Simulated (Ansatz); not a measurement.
**AlN (P6_3mc):W_Al, thermodynamic levels from a 72-atom cell**

Wanted: the transition levels of a substitutional impurity in AlN (P6_3mc), from a cell of 72 host atoms with 1 Al taken out and 1 W put in.

Calculated with Ansatz 0.2.0; place-levels on r2SCAN runs: charge-transition levels and formation energies with image-charge correction and potential alignment at the atomic sites; PAW set soft_1.

### 1. The structure

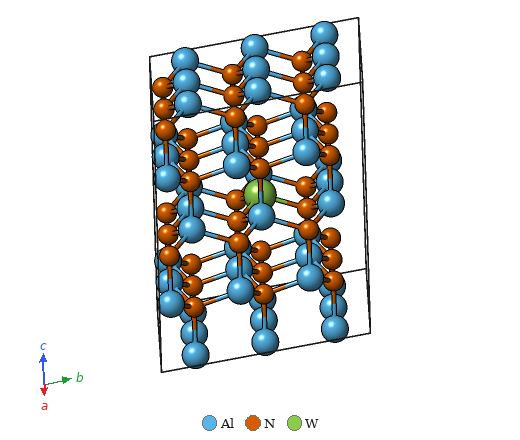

Start, viewed slightly off an axis; aluminium blue, nitrogen orange, tungsten green. Some periodic images of atoms are drawn too.

The cell holds 72 atoms: 35 Al, 36 N and 1 W. Cell: a = 9.320 Å, b = 9.320 Å, c = 9.956 Å, α = 90.0°, β = 90.0°, γ = 120.0°. It derives from AlN (space group P6_3mc). Nearest the centre at fractional (0.444, 0.556, 0.500): W34 at 0.00 Å, N11 at 1.89 Å, N43 at 1.89 Å, N35 at 1.89 Å, N40 at 1.90 Å, Al9 at 3.07 Å, Al13 at 3.07 Å, Al41 at 3.07 Å.

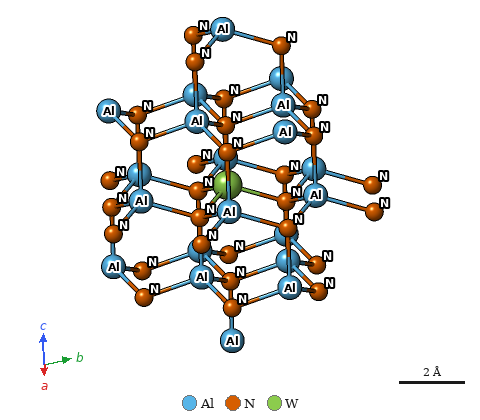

The atoms within 5 Å of the centre.

As a file:

```xyz
72
Lattice="9.3196 0.0000 0.0000 -4.6598 8.0710 0.0000 0.0000 0.0000 9.9565" Properties=species:S:1:pos:R:3 pbc="T T T"
Al    1.5533    0.8968    2.4852
Al    0.0000    1.7936    4.9743
N     1.5533    0.8968    4.3848
N     0.0000    1.7936    1.8957
Al    1.5533    0.8968    7.4634
Al    0.0000    1.7936    9.9525
N     1.5533    0.8968    9.3631
N     0.0000    1.7936    6.8739
Al    0.0000    3.5871    2.4852
Al   -1.5533    4.4839    4.9743
N     0.0000    3.5871    4.3848
N    -1.5533    4.4839    1.8957
Al    0.0000    3.5871    7.4634
Al   -1.5533    4.4839    9.9525
N     0.0000    3.5871    9.3631
N    -1.5533    4.4839    6.8739
Al   -1.5533    6.2774    2.4852
Al   -3.1065    7.1742    4.9743
N    -1.5533    6.2774    4.3848
N    -3.1065    7.1742    1.8957
Al   -1.5533    6.2774    7.4634
Al   -3.1065    7.1742    9.9525
N    -1.5533    6.2774    9.3631
N    -3.1065    7.1742    6.8739
Al    4.6598    0.8968    2.4852
Al    3.1065    1.7936    4.9743
N     4.6598    0.8968    4.3848
N     3.1065    1.7936    1.8957
Al    4.6598    0.8968    7.4634
Al    3.1065    1.7936    9.9525
N     4.6598    0.8968    9.3631
N     3.1065    1.7936    6.8739
Al    3.1065    3.5871    2.4852
W     1.5533    4.4839    4.9743
N     3.1065    3.5871    4.3848
N     1.5533    4.4839    1.8957
Al    3.1065    3.5871    7.4634
Al    1.5533    4.4839    9.9525
N     3.1065    3.5871    9.3631
N     1.5533    4.4839    6.8739
Al    1.5533    6.2774    2.4852
Al    0.0000    7.1742    4.9743
N     1.5533    6.2774    4.3848
N     0.0000    7.1742    1.8957
Al    1.5533    6.2774    7.4634
Al    0.0000    7.1742    9.9525
N     1.5533    6.2774    9.3631
N     0.0000    7.1742    6.8739
Al    7.7663    0.8968    2.4852
Al    6.2130    1.7936    4.9743
N     7.7663    0.8968    4.3848
N     6.2130    1.7936    1.8957
Al    7.7663    0.8968    7.4634
Al    6.2130    1.7936    9.9525
N     7.7663    0.8968    9.3631
N     6.2130    1.7936    6.8739
Al    6.2130    3.5871    2.4852
Al    4.6598    4.4839    4.9743
N     6.2130    3.5871    4.3848
N     4.6598    4.4839    1.8957
Al    6.2130    3.5871    7.4634
Al    4.6598    4.4839    9.9525
N     6.2130    3.5871    9.3631
N     4.6598    4.4839    6.8739
Al    4.6598    6.2774    2.4852
Al    3.1065    7.1742    4.9743
N     4.6598    6.2774    4.3848
N     3.1065    7.1742    1.8957
Al    4.6598    6.2774    7.4634
Al    3.1065    7.1742    9.9525
N     4.6598    6.2774    9.3631
N     3.1065    7.1742    6.8739
```

Screening for the image-charge correction: ε∞ = (4.49, 4.49, 4.72), ε0 = (8.15, 8.15, 9.65), computed on the host (DFPT, PBEsol, on the r2SCAN cell), and a cell off the functional's own equilibrium shifts the ionic part.

The cell's shortest repeat is 9.3 Å.

### 2. What was run first

Levels follow from differences of total energies between charge states, each relaxed by itself.

Random displacements of about 0.05 Å break the site symmetry at the start, so that the relaxation can reach a distorted minimum if there is one. Forces are taken at one point at (¼, ¼, ¼). The cell holds 1 electron more than the neutral one, with a uniform background that keeps it neutral on the whole.

The sampling was tested on the host first: at the k-points planned (1x1x1 shifted 0.25 0.25 0.25) its energy lies -0.014 eV an atom from the dense-mesh value, under the bound of 0.02 eV set for this test; that bounds the host's error, not the defect's.

One state's input; the others differ in charge, spin, start and seed, and in occupations where the table says so.

qm1.relax/input.yaml reads:

```yaml
crystal:
  lattice:
    - [9.31956554, 9.0e-08, 0.0]
    - [-4.65978284, 8.07098046, 0.0]
    - [0.0, 0.0, 9.95647772]
  atoms:
    - { symbol: Al, position: [0.22222222, 0.11111111, 0.24960167] }
    - { symbol: Al, position: [0.11111111, 0.22222222, 0.49960167] }
    - { symbol: "N", position: [0.22222222, 0.11111111, 0.44039833] }
    - { symbol: "N", position: [0.11111111, 0.22222222, 0.19039833] }
    - { symbol: Al, position: [0.22222222, 0.11111111, 0.74960167] }
    - { symbol: Al, position: [0.11111111, 0.22222222, 0.99960167] }
    - { symbol: "N", position: [0.22222222, 0.11111111, 0.94039833] }
    - { symbol: "N", position: [0.11111111, 0.22222222, 0.69039833] }
    - { symbol: Al, position: [0.22222222, 0.44444444, 0.24960167] }
    - { symbol: Al, position: [0.11111111, 0.55555556, 0.49960167] }
    - { symbol: "N", position: [0.22222222, 0.44444444, 0.44039833] }
    - { symbol: "N", position: [0.11111111, 0.55555556, 0.19039833] }
    - { symbol: Al, position: [0.22222222, 0.44444444, 0.74960167] }
    - { symbol: Al, position: [0.11111111, 0.55555556, 0.99960167] }
    - { symbol: "N", position: [0.22222222, 0.44444444, 0.94039833] }
    - { symbol: "N", position: [0.11111111, 0.55555556, 0.69039833] }
    - { symbol: Al, position: [0.22222222, 0.77777778, 0.24960167] }
    - { symbol: Al, position: [0.11111111, 0.88888889, 0.49960167] }
    - { symbol: "N", position: [0.22222222, 0.77777778, 0.44039833] }
    - { symbol: "N", position: [0.11111111, 0.88888889, 0.19039833] }
    - { symbol: Al, position: [0.22222222, 0.77777778, 0.74960167] }
    - { symbol: Al, position: [0.11111111, 0.88888889, 0.99960167] }
    - { symbol: "N", position: [0.22222222, 0.77777778, 0.94039833] }
    - { symbol: "N", position: [0.11111111, 0.88888889, 0.69039833] }
    - { symbol: Al, position: [0.55555556, 0.11111111, 0.24960167] }
    - { symbol: Al, position: [0.44444444, 0.22222222, 0.49960167] }
    - { symbol: "N", position: [0.55555556, 0.11111111, 0.44039833] }
    - { symbol: "N", position: [0.44444444, 0.22222222, 0.19039833] }
    - { symbol: Al, position: [0.55555556, 0.11111111, 0.74960167] }
    - { symbol: Al, position: [0.44444444, 0.22222222, 0.99960167] }
    - { symbol: "N", position: [0.55555556, 0.11111111, 0.94039833] }
    - { symbol: "N", position: [0.44444444, 0.22222222, 0.69039833] }
    - { symbol: Al, position: [0.55555556, 0.44444444, 0.24960167] }
    - { symbol: W, position: [0.44444444, 0.55555556, 0.49960167] }
    - { symbol: "N", position: [0.55555556, 0.44444444, 0.44039833] }
    - { symbol: "N", position: [0.44444444, 0.55555556, 0.19039833] }
    - { symbol: Al, position: [0.55555556, 0.44444444, 0.74960167] }
    - { symbol: Al, position: [0.44444444, 0.55555556, 0.99960167] }
    - { symbol: "N", position: [0.55555556, 0.44444444, 0.94039833] }
    - { symbol: "N", position: [0.44444444, 0.55555556, 0.69039833] }
    - { symbol: Al, position: [0.55555556, 0.77777778, 0.24960167] }
    - { symbol: Al, position: [0.44444444, 0.88888889, 0.49960167] }
    - { symbol: "N", position: [0.55555556, 0.77777778, 0.44039833] }
    - { symbol: "N", position: [0.44444444, 0.88888889, 0.19039833] }
    - { symbol: Al, position: [0.55555556, 0.77777778, 0.74960167] }
    - { symbol: Al, position: [0.44444444, 0.88888889, 0.99960167] }
    - { symbol: "N", position: [0.55555556, 0.77777778, 0.94039833] }
    - { symbol: "N", position: [0.44444444, 0.88888889, 0.69039833] }
    - { symbol: Al, position: [0.88888889, 0.11111111, 0.24960167] }
    - { symbol: Al, position: [0.77777778, 0.22222222, 0.49960167] }
    - { symbol: "N", position: [0.88888889, 0.11111111, 0.44039833] }
    - { symbol: "N", position: [0.77777778, 0.22222222, 0.19039833] }
    - { symbol: Al, position: [0.88888889, 0.11111111, 0.74960167] }
    - { symbol: Al, position: [0.77777778, 0.22222222, 0.99960167] }
    - { symbol: "N", position: [0.88888889, 0.11111111, 0.94039833] }
    - { symbol: "N", position: [0.77777778, 0.22222222, 0.69039833] }
    - { symbol: Al, position: [0.88888889, 0.44444444, 0.24960167] }
    - { symbol: Al, position: [0.77777778, 0.55555556, 0.49960167] }
    - { symbol: "N", position: [0.88888889, 0.44444444, 0.44039833] }
    - { symbol: "N", position: [0.77777778, 0.55555556, 0.19039833] }
    - { symbol: Al, position: [0.88888889, 0.44444444, 0.74960167] }
    - { symbol: Al, position: [0.77777778, 0.55555556, 0.99960167] }
    - { symbol: "N", position: [0.88888889, 0.44444444, 0.94039833] }
    - { symbol: "N", position: [0.77777778, 0.55555556, 0.69039833] }
    - { symbol: Al, position: [0.88888889, 0.77777778, 0.24960167] }
    - { symbol: Al, position: [0.77777778, 0.88888889, 0.49960167] }
    - { symbol: "N", position: [0.88888889, 0.77777778, 0.44039833] }
    - { symbol: "N", position: [0.77777778, 0.88888889, 0.19039833] }
    - { symbol: Al, position: [0.88888889, 0.77777778, 0.74960167] }
    - { symbol: Al, position: [0.77777778, 0.88888889, 0.99960167] }
    - { symbol: "N", position: [0.88888889, 0.77777778, 0.94039833] }
    - { symbol: "N", position: [0.77777778, 0.88888889, 0.69039833] }
  host:
    repeats: [3, 3, 2]
    atoms:
      - { symbol: Al, position: [0.66666667, 0.33333333, 0.49920333] }
      - { symbol: Al, position: [0.33333333, 0.66666667, 0.99920333] }
      - { symbol: "N", position: [0.66666667, 0.33333333, 0.88079667] }
      - { symbol: "N", position: [0.33333333, 0.66666667, 0.38079667] }
total_charge: -1
basis:
  ecutwfc: 500
  xc_grid: 2
hamiltonian:
  xc: r2scan
  pseudopotentials: { kind: paw, azcp: { folder: soft_1 } }
kpoints:
  mp_grid: { grid: [1, 1, 1], shift: [0.25, 0.25, 0.25] }
scf:
  occupations: { method: fixed }
  max_iter: 60
output:
  forces: true
  charged_corrections:
    epsilon: [4.49, 4.49, 4.72]
    static_epsilon: [8.15, 8.15, 9.65]
    defect_position: [0.444444, 0.555556, 0.499602]
relax:
  f_tol: 0.02
  max_steps: 80
  random_displacement: { amplitude: 0.05, seed: 3306 }
checkpoint:
  write: "../qm1.relax.run"
  compress: false
  write_wavefunctions: true
  write_every: 100000
```

Launch:

```sh
$ ansatz run input.yaml --threads 8 --pin off --max-ram 15073MiB --backend cpu --events-out ev --progress --plain --runs-dir out
```

The relaxed structure is kept and the sampling changed to a 2×2×2 shifted mesh.

The run of this state that the levels use, under r2SCAN:

qm1.point/input.yaml reads:

```yaml
crystal:
  checkpoint: "../qm1.relax.run"
  host: checkpoint
total_charge: -1
basis:
  ecutwfc: 500
  xc_grid: 2
hamiltonian:
  xc: r2scan
  pseudopotentials: { kind: paw, azcp: { folder: soft_1 } }
kpoints:
  mp_grid: { grid: [2, 2, 2], shift: [0.5, 0.5, 0.5] }
scf:
  occupations: { method: fermi_dirac, width: 0.01 }
  max_iter: 60
output:
  forces: true
  eigenvalues: true
  charged_corrections:
    epsilon: [4.49, 4.49, 4.72]
    static_epsilon: [8.15, 8.15, 9.65]
    defect_position: [0.444444, 0.555556, 0.499602]
  eigenstates: { localisation: true }
  populations: true
  band_densities: [{ bands: [v1, v1] }, { bands: [c1, c1] }]
  write_density: true
  write_potential: true
  volumetric_format: npy
checkpoint:
  read: "../qm1.relax.run"
  write: "../qm1.point.run"
  compress: false
  write_wavefunctions: false
  write_every: 100000
```

Relaxations under r2SCAN at one point at (¼, ¼, ¼); times on 8 threads of Arm Neoverse V1, shared host:

```csv
charge,moment (μB),occupations,outcome,steps,largest displacement against the far atoms (Å),time
−1,0,fixed,converged,19,0.42,2.4 min
−1,4,fixed,converged,9,0.32,2.5 min
−1,2,fixed,converged,8,0.31,2.3 min
0,1,fixed,converged,16,0.38,4.7 min
0,3,fixed,converged,7,0.20,2.1 min
+1,0,fixed,converged,7,0.31,66 s
+1,2,fixed,converged,7,0.17,1.9 min
+2,1,fixed,converged,7,0.11,2.6 min
```

Single points under r2SCAN at a 2×2×2 shifted mesh; times on 8 threads of Arm Neoverse V1, shared host:

```csv
charge,moment (μB),occupations,outcome,time
−1,0,fermi-dirac,converged,46 s
−1,4,fermi-dirac,converged,1.8 min
−1,2,fermi-dirac,converged,1.8 min
0,1,fermi-dirac,converged,2.1 min
0,3,fermi-dirac,converged,1.8 min
+1,0,fermi-dirac,converged,43 s
+1,2,fermi-dirac,converged,1.9 min
+2,1,fermi-dirac,converged,2.3 min
```

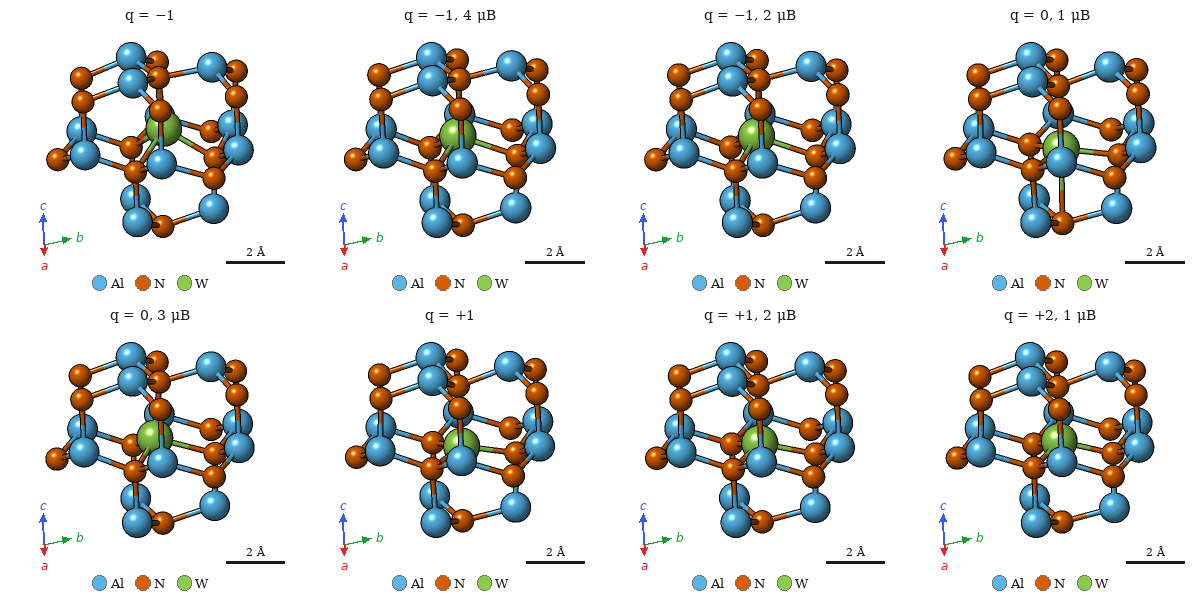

The structures near the centre after relaxation with r2SCAN, by charge.

Distances (Å) from W34 to the nearest atoms after relaxation with r2SCAN:

```csv
charge,moment (μB),1.,2.,3.,4.,5.,6.
−1,0,N 1.90,N 2.07,N 2.08,N 2.34,Al 2.77,Al 2.80
−1,4,N 2.02,N 2.08,N 2.15,N 2.17,Al 2.88,Al 2.90
−1,2,N 1.98,N 2.08,N 2.16,N 2.18,Al 2.87,Al 2.90
0,1,N 1.98,N 1.99,N 2.05,N 2.23,N 2.62,Al 2.82
0,3,N 1.99,N 2.00,N 2.03,N 2.17,Al 2.91,Al 2.91
+1,0,N 1.89,N 1.92,N 2.05,N 2.12,N 2.71,Al 2.90
+1,2,N 1.97,N 1.97,N 1.97,N 2.07,N 2.82,Al 3.00
+2,1,N 1.89,N 1.93,N 1.93,N 1.97,N 2.92,Al 3.06
```

[end of part 1 of 2]

[Logs are printed without paths, hosts, clocks, repeated set-up lines and the standing remarks that a program may print on its own settings, such as how far it seeks lower states.]

[Hosts, paths, dates, database ids (printed as entryN), source tags and the programs' standing remarks are cut or masked in the printed files.]

[Where a table of states has a column of steps, it counts the stored structures, which are thinned; the runs took as many ionic steps or more.]

[A defect's name tells the site on which it was built; relaxed atoms can leave that site.]

[For some hosts the program warned that the k-mesh of the response run may be too coarse for force constants and the static dielectric constant; such warnings are not shown here.]
